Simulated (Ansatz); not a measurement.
```xyz
5
Lattice="0.0000 3.0778 0.0000 -3.0778 0.0000 0.0000 1.5389 -1.5389 7.1431" Properties=species:S:1:pos:R:3 pbc="T T T"
Ru   -0.0382   -0.0315    5.6439
Ru   -1.5259    1.5430    1.4773
Al    0.0241    0.0047    2.7770
Al   -1.5795    1.5479    4.4436
Al    1.5120    1.5108    7.1156
```

Space group P1; a structure from a database of computed crystals, not necessarily the ambient phase; changed on purpose from its base cell (atoms moved at random by about 0.05 A); not relaxed (largest force 0.9 eV/Å).

Theory: Kohn-Sham DFT of a periodic cell, PBEsol, Ansatz PAW in Ansatz.

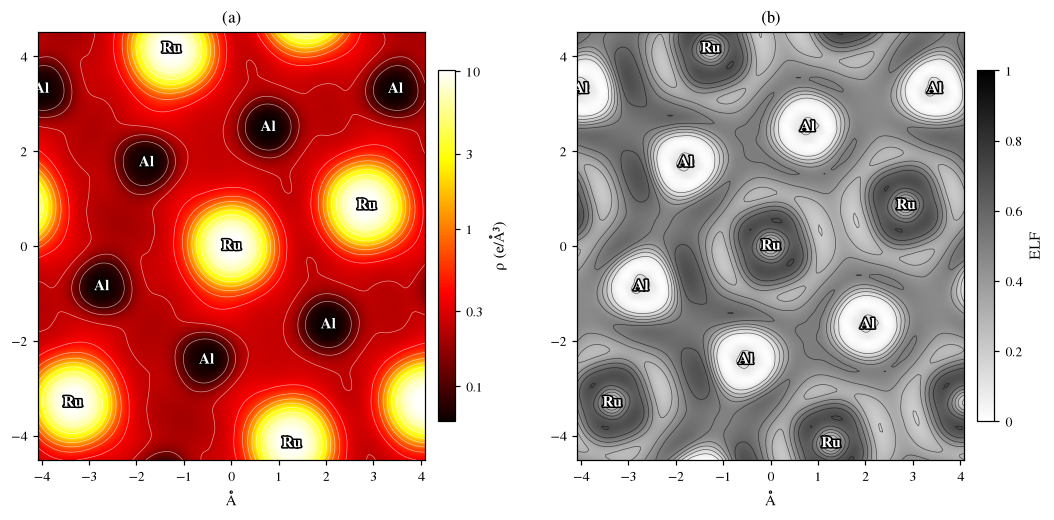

Al3Ru2. (a) valence electron density; (b) electron localisation function on the (11̄0) plane of the conventional cell.

Question: Read the bonding off the picture.

Answer: The section cuts through Ru and Al sites. Al–Ru (2.46 Å): the density is about 0.46 e/Å³ at the midpoint; the ELF is about 0.40 at the midpoint. Al–Al (2.67 Å): the density is about 0.25 e/Å³ at the midpoint; the ELF reaches about 0.50 near the midpoint. Al–Ru (2.51 Å): the density is about 0.42 e/Å³ at the midpoint; the ELF is about 0.40 at the midpoint. Al–Ru (2.62 Å): the density is about 0.34 e/Å³ at the midpoint; the ELF is about 0.35 at the midpoint. Al–Ru (2.65 Å): ρ at the midpoint is about 0.33 e/Å³; the ELF is about 0.40 at the midpoint. Between the atoms the lowest density in this plane is 0.2 e/Å³. The features right at Ru lie inside the PAW spheres, where the map follows smoothed inner orbitals and isn't to be read closely.

Question: Does the calculation make it a metal, or give it a gap?

Answer: It is metallic or semimetallic at this level of theory: no gap opens.
